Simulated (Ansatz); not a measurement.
## Mending a single-point calculation on CdTe

System: CdTe (F-43m, 2 atoms in the cell).
Method of run 1: DFT, PBE, plane waves, PAW, no spin polarisation (Ansatz 0.2.0).

The structure was built on a prototype by a generator. Some settings of this run were made unusual or wrong on purpose. The geometry comes from this level: r2SCAN. Text and figures count atoms from 1; the logs count them from 0 in places.

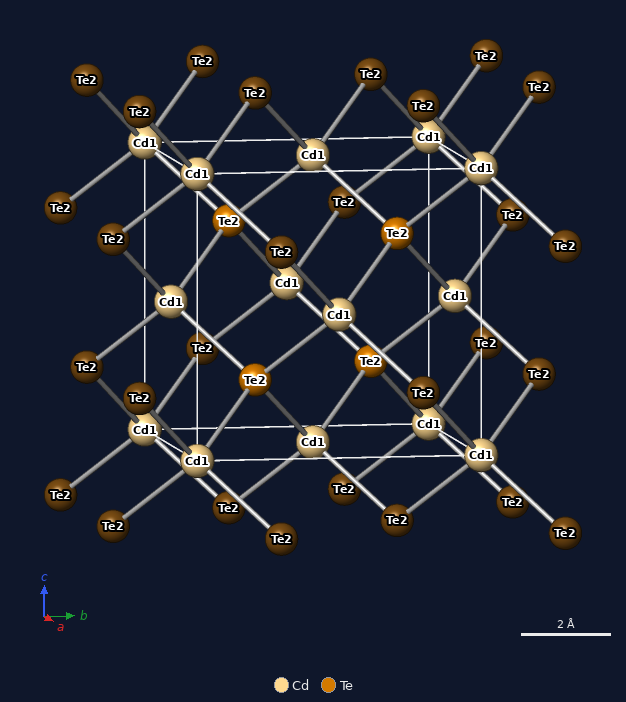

**Figure 1.** The structure as given in the input (ball-and-stick view of the cell 4 times as large as that of the calculation, set on its symmetry axes, seen slightly off an axis; neighbours outside the cell are drawn fainter; atoms are numbered from 1 in the order of the input). An atom can appear more than once, as a periodic image.

Input file, run 1:
```yaml
crystal:
  lattice:
    - [0.0, 3.2799551157, 3.2799551157]
    - [3.2799551157, 0.0, 3.2799551157]
    - [3.2799551157, 3.2799551157, 0.0]
  atoms:
    - { symbol: Cd, position: [0.0, 0.0, 0.0] }
    - { symbol: Te, position: [0.25, 0.25, 0.25] }
kpoints:
  mp_grid: { grid: [2, 4, 6] }
hamiltonian:
  xc: pbe
scf:
  occupations: { method: fixed }
  n_extra_bands: 4
output:
  forces: true
  stress: true
  eigenvalues: true
```

Launched with:
```bash
ansatz run input.yaml --threads 4 --pin off --max-ram 3686MiB --backend cpu --events-out ev --progress --plain --runs-dir out
```

Hardware: 4 threads of Arm Neoverse V2, 24 GiB of memory available, shared host.

Output, shortened to warnings, some set-up lines, iterations and results (run 1):
```
Warning: crystal.symmetry: narrowed to the stabiliser of the k-point mesh — unitary ops 24 → 2; excluded 22 operations that carry a point of the 2×4×6 mesh (shift [0, 0, 0]) off the mesh (the run samples exactly the mesh kpoints.mp_grid names, as under crystal.symmetry.detect: false, and its converged state has the mesh's symmetry, not the crystal's; ε∞, the Born charges and the force constants …
Basis set: ecut = 420 eV, 1411 PW (Γ), exchange–correlation on 64×64×64 points (8 copies of the dense FFT grid, shifted against one another)
Symmetry: 2 space group operations
k-points: 21 of 48 (time reversal used)
Initial density: superposition of atomic densities (neutral atoms: chi_scale 0, normalization atom), corrected by the library's trained network
[...]
SCF iter   1: F=—  HF=-15235.119888 eV  |F-HF|=—  |Δ(HF+E_count)|=         —  Δρ=2.44e-3  dr2=4.60e-3  ethr=1.77e-3  ⟨swp⟩=4.8  Hψ=1795  notcnv=0  defer=34
SCF iter   2: F=—  HF=-15235.119674 eV  |F-HF|=—  |Δ(HF+E_count)|=   2.14e-4  Δρ=1.08e-3  dr2=7.30e-4  ethr=1.28e-5  ⟨swp⟩=2.2  Hψ=866  notcnv=0  defer=39
SCF iter   3: F=—  HF=-15235.119888 eV  |F-HF|=—  |Δ(HF+E_count)|=   2.14e-4  Δρ=2.46e-4  dr2=5.67e-5  ethr=2.03e-6  ⟨swp⟩=2.0  Hψ=699  notcnv=0  defer=41
SCF iter   4: F=—  HF=-15235.119891 eV  |F-HF|=—  |Δ(HF+E_count)|=   3.78e-6  Δρ=5.15e-5  dr2=1.67e-6  ethr=1.57e-7  ⟨swp⟩=2.0  Hψ=772  notcnv=0  defer=31
SCF iter   5: F=—  HF=-15235.119894 eV  |F-HF|=—  |Δ(HF+E_count)|=   2.15e-6  Δρ=1.27e-5  dr2=1.11e-7  ethr=4.65e-9  ⟨swp⟩=2.0  Hψ=756  notcnv=0  defer=38
SCF iter   6: F=-15235.119894 eV  HF=-15235.119894 eV  |F-HF|=4.30e-9  |Δ(HF+E_count)|=   9.31e-8  Δρ=3.22e-6  dr2=6.47e-9  ethr=2.78e-10  ⟨swp⟩=8.3  Hψ=2266  notcnv=0
SCF 1 converged in 6 iterations: F = -15235.119894 eV  dr2 = 6.47e-9
SCF converged after 6 iterations
Free energy (F): -15235.119894 eV
Harris-Foulkes:  -15235.119894 eV  (|F-HF|=4.30e-9)
Internal energy: -15235.119894 eV  (E = F + TS)
E sigma→0 (E₀):  -15235.119894 eV
Fermi energy:    7.019708 eV
--- Per-component energies (eV) ---
  E_band       = -803.118935
  E_kinetic    = 685.505056
  E_local      = -5499.889163  (includes V_loc(G=0)·N_el)
  E_nonlocal   = -276.550297
  E_hartree    = 2767.183212
  E_xc         = -300.815975
  E_vxc        = -325.482892  (∫ρ·V_xc dr)
  E_paw        = -8746.183009  (= ΣΔE_a)
  E_vpaw       = -921.066805  (= ΣTr[D̂ρ^β])
  E_aug_tail   = -0.000164  (compensation charges beyond the density's cutoff)
  E_ewald      = -3864.369555
  E_smearing   = -0.000000  (= −TS)
  E_closure    = 0.000000  (closes the sum)
  Σ components = -15235.119894   (vs F -15235.119894, Δ=0.00e0)
--- Forces (eV/Å), atoms counted from 1 ---
  atom   1  Cd    -0.14510049    -0.00987333     0.00987333
  atom   2  Te     0.14508492     0.00987026    -0.00987026
  max |Σ_I F_I| component: 1.56e-5 eV/Å
--- Stress (GPa, compression-positive) ---
        0.921274      -0.097997       0.097997
       -0.097997       2.002619       1.294704
        0.097997       1.294704       2.002619
  P = ⅓ Tr σ = 1.6422 GPa (16.422 kbar)
```

**Diagnose this run and give a change of the input that cures it.**

Some settings of this run were drawn to be unusual or wrong. It converged; results that depend on the unusual settings are not reference values. The program warns: the k-point mesh lowers the symmetry that the run can use. So coarse a mesh can miss the band edges, so the true gap of this method can be much smaller, or zero.

A run of the same system that converges differs from this input as follows (lines with − go, lines with + come):
```diff
-  mp_grid: { grid: [2, 4, 6] }
+  mp_grid: { grid: [4, 4, 4] }
```

Output, shortened to warnings, some set-up lines, iterations and results (run 2):
```
Basis set: ecut = 420 eV, 1411 PW (Γ), exchange–correlation on 64×64×64 points (8 copies of the dense FFT grid, shifted against one another)
Symmetry: 24 space group operations
k-points: 8 of 64 (time reversal used)
Initial density: superposition of atomic densities (neutral atoms: chi_scale 0, normalization atom), corrected by the library's trained network
[...]
SCF iter   1: F=—  HF=-15235.274102 eV  |F-HF|=—  |Δ(HF+E_count)|=         —  Δρ=7.00e-4  dr2=7.04e-4  ethr=1.77e-3  ⟨swp⟩=4.8  Hψ=683  notcnv=0  defer=11
SCF iter   2: F=—  HF=-15235.274225 eV  |F-HF|=—  |Δ(HF+E_count)|=   1.23e-4  Δρ=3.06e-4  dr2=5.68e-5  ethr=1.95e-6  ⟨swp⟩=4.0  Hψ=480  notcnv=0  defer=12
SCF iter   3: F=—  HF=-15235.274270 eV  |F-HF|=—  |Δ(HF+E_count)|=   4.51e-5  Δρ=1.08e-4  dr2=5.96e-6  ethr=1.58e-7  ⟨swp⟩=2.1  Hψ=319  notcnv=0  defer=12
SCF iter   4: F=—  HF=-15235.274297 eV  |F-HF|=—  |Δ(HF+E_count)|=   2.73e-5  Δρ=4.51e-5  dr2=1.13e-6  ethr=1.65e-8  ⟨swp⟩=2.0  Hψ=256  notcnv=0  defer=14
SCF iter   5: F=-15235.274309 eV  HF=-15235.274308 eV  |F-HF|=6.59e-7  |Δ(HF+E_count)|=   1.04e-5  Δρ=1.07e-5  dr2=6.04e-8  ethr=3.14e-9  ⟨swp⟩=2.0  Hψ=256  notcnv=0  defer=16
SCF iter   6: F=-15235.274309 eV  HF=-15235.274309 eV  |F-HF|=7.59e-9  |Δ(HF+E_count)|=   7.62e-7  Δρ=1.66e-6  dr2=2.74e-9  ethr=1.68e-10  ⟨swp⟩=6.5  Hψ=908  notcnv=0
SCF 1 converged in 6 iterations: F = -15235.274309 eV  dr2 = 2.74e-9
SCF converged after 6 iterations
Free energy (F): -15235.274309 eV
Harris-Foulkes:  -15235.274309 eV  (|F-HF|=7.59e-9)
Internal energy: -15235.274309 eV  (E = F + TS)
E sigma→0 (E₀):  -15235.274309 eV
Fermi energy:    6.982746 eV
--- Per-component energies (eV) ---
  E_band       = -803.924631
  E_kinetic    = 685.214246
  E_local      = -5499.078942  (includes V_loc(G=0)·N_el)
  E_nonlocal   = -276.639353
  E_hartree    = 2766.468543
  E_xc         = -300.772396
  E_vxc        = -325.424362  (∫ρ·V_xc dr)
  E_paw        = -8746.096688  (= ΣΔE_a)
  E_vpaw       = -920.935965  (= ΣTr[D̂ρ^β])
  E_aug_tail   = -0.000164  (compensation charges beyond the density's cutoff)
  E_ewald      = -3864.369555
  E_smearing   = -0.000000  (= −TS)
  E_closure    = 0.000000  (closes the sum)
  Σ components = -15235.274309   (vs F -15235.274309, Δ=0.00e0)
--- Forces (eV/Å), atoms counted from 1 ---
  atom   1  Cd     0.00000000    -0.00000000     0.00000000
  atom   2  Te    -0.00000000     0.00000000    -0.00000000
  max |Σ_I F_I| component: 1.39e-16 eV/Å
--- Stress (GPa, compression-positive) ---
        1.194879       0.000000       0.000000
       -0.000000       1.194879       0.000000
       -0.000000       0.000000       1.194879
  P = ⅓ Tr σ = 1.1949 GPa (11.949 kbar)
```

The two runs side by side:

```tsv
quantity	run 1	run 2
outcome	converged	converged
free energy per atom (eV)	−7617.5599	−7617.6372
gap on the mesh (eV)	0.63	0.65
pressure (GPa)	1.64	1.19
largest force (eV/Å)	0.146	0.000
SCF iterations	6	6
irreducible k-points	21	8
plane waves at Γ	1411	1411
wall time (shared host)	0.96 s	0.55 s
```

The free energy of run 2 is 77.2 meV per atom lower, which measures how much it depends on this numerical setting. The pressure goes from 1.64 to 1.19 GPa. The largest force goes from 0.146 to 0.000 eV/Å. The number of SCF iterations is the same. The irreducible k-points go from 21 to 8.
